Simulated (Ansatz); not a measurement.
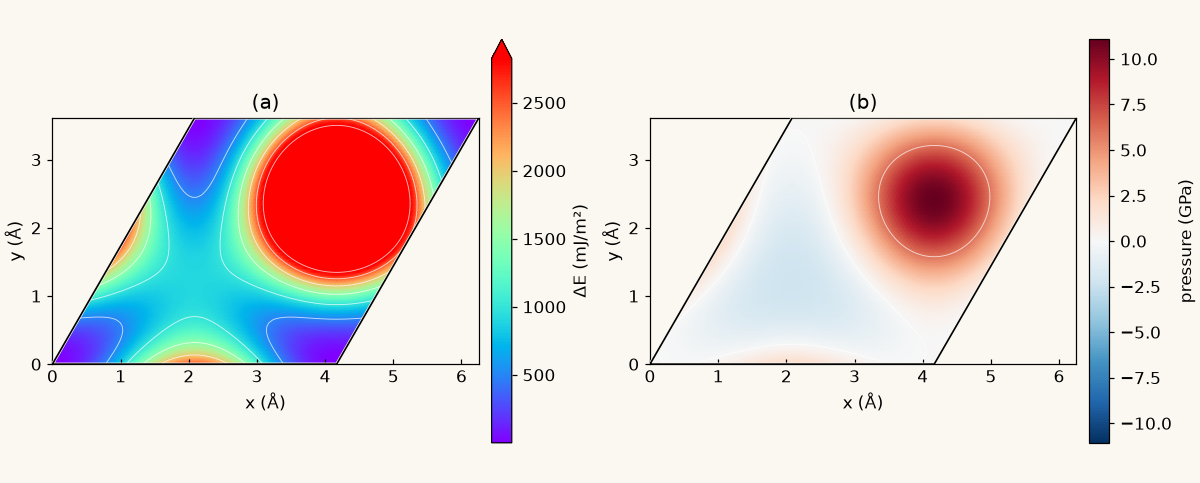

Al₂Pt (Fm-3m, No. 225; 9 atoms in the cell). Gamma surface: rigid slide across a plane, one fault a cell; the plane is (1 1 1) of the conventional cell, and the faces at the cut hold Al and Al. Places are given modulo a cell vector. The map is drawn in real space over the plane of the slide. Nothing is relaxed (rigid halves, spacing across the cut fixed). Grid: 12 × 12 points; 31 points were computed and 113 follow by symmetry. All energies are given in mJ/m² relative to the lowest grid point. The calculation used Ansatz 0.2.0, DFT PBEsol, scalar-relativistic, plane waves, PAW. Settings: cutoff 420 eV, k-mesh 11×11×4 in the order of the run's cell vectors, gaussian smearing 0.15 eV, no spin polarisation.

Panel (a) is the energy; panel (b) is the computed pressure, in GPa.

In the figure: a smooth colour map with a few white contour lines, the outline of one cell of the plane, one colour for all values above the top of the scale. Between grid points the surface is interpolated.

How does the pressure vary over the map, and what is it at the lowest grid point?

Answer. It runs from −2.3 GPa at (4/12, 4/12) of the cell vectors to 11.1 GPa at (8/12, 8/12) of the cell vectors. At the lowest grid point, (0/12, 0/12) of the cell vectors, it is 0.0 GPa.

| slide along a2 ↓, slide along a1 → | 0/12 | 1/12 | 2/12 | 3/12 | 4/12 | 5/12 | 6/12 | 7/12 | 8/12 | 9/12 | 10/12 | 11/12 |
| --- | --- | --- | --- | --- | --- | --- | --- | --- | --- | --- | --- | --- |
| 11/12 | 0.0 | 0.0 | 0.3 | 1.1 | 2.4 | 3.9 | 4.8 | 4.8 | 3.9 | 2.4 | 1.1 | 0.3 |
| 10/12 | 0.1 | −0.3 | 0.1 | 1.1 | 2.9 | 5.2 | 7.1 | 7.9 | 7.1 | 5.2 | 2.9 | 1.1 |
| 9/12 | 0.4 | −0.5 | −0.5 | 0.4 | 2.4 | 5.2 | 8.1 | 10.0 | 10.0 | 8.1 | 5.2 | 2.4 |
| 8/12 | 1.1 | −0.5 | −1.1 | −0.5 | 1.1 | 3.9 | 7.1 | 10.0 | 11.1 | 10.0 | 7.1 | 3.9 |
| 7/12 | 1.8 | −0.3 | −1.4 | −1.4 | −0.3 | 1.8 | 4.8 | 7.9 | 10.0 | 10.0 | 7.9 | 4.8 |
| 6/12 | 2.1 | −0.1 | −1.5 | −1.9 | −1.5 | −0.1 | 2.1 | 4.8 | 7.1 | 8.1 | 7.1 | 4.8 |
| 5/12 | 1.8 | −0.1 | −1.4 | −2.1 | −2.1 | −1.4 | −0.1 | 1.8 | 3.9 | 5.2 | 5.2 | 3.9 |
| 4/12 | 1.1 | −0.3 | −1.5 | −2.1 | −2.3 | −2.1 | −1.5 | −0.3 | 1.1 | 2.4 | 2.9 | 2.4 |
| 3/12 | 0.4 | −0.5 | −1.4 | −1.9 | −2.1 | −2.1 | −1.9 | −1.4 | −0.5 | 0.4 | 1.1 | 1.1 |
| 2/12 | 0.1 | −0.5 | −1.1 | −1.4 | −1.5 | −1.4 | −1.5 | −1.4 | −1.1 | −0.5 | 0.1 | 0.3 |
| 1/12 | 0.0 | −0.3 | −0.5 | −0.5 | −0.3 | −0.1 | −0.1 | −0.3 | −0.5 | −0.5 | −0.3 | 0.0 |
| 0/12 | 0.0 | 0.0 | 0.1 | 0.4 | 1.1 | 1.8 | 2.1 | 1.8 | 1.1 | 0.4 | 0.1 | 0.0 |
